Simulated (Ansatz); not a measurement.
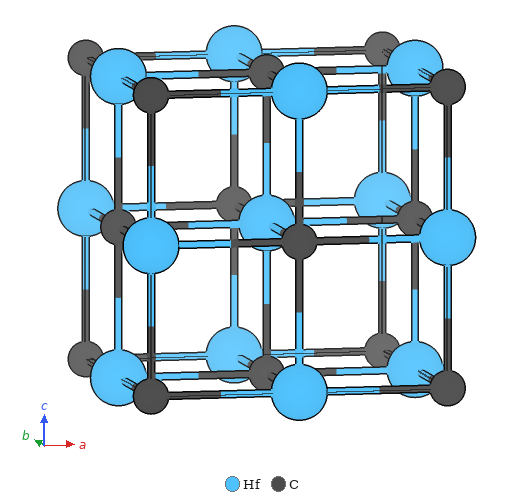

Ball-and-stick representation of a periodic structure, projected slightly off an axis. The lines enclose the conventional unit cell; boundary atoms appear with their images.

Unit-cell dimensions: a = 4.650 Å, b = 4.650 Å, c = 4.650 Å, α = 90.00°, β = 90.00°, γ = 90.00°.

Sticks mark C–Hf up to 2.93 Å (cut-off distances).

**Determine the stoichiometry.**

HfC. The cell holds 4 Hf, 4 C, counting shared atoms by their share.

**Identify the Bravais lattice.**

Face-centred cubic.

**Name the space group.**

Fm-3m (No. 225), with Hf on 4b and C on 4a.

**Which prototype does it follow?**

Rock salt (NaCl type).

**How many neighbours does Hf have, and of what kind?**

Six C in an octahedral arrangement at about 2.3 Å. Not all metal-metal contacts are counted.

**What extended units do the bonds make?**

The bonds build a three-dimensional framework.

The starting point was a structure type known for this compound. Earlier steps of the study may have refined or changed the cell and positions. It went into a calculation with Ansatz.
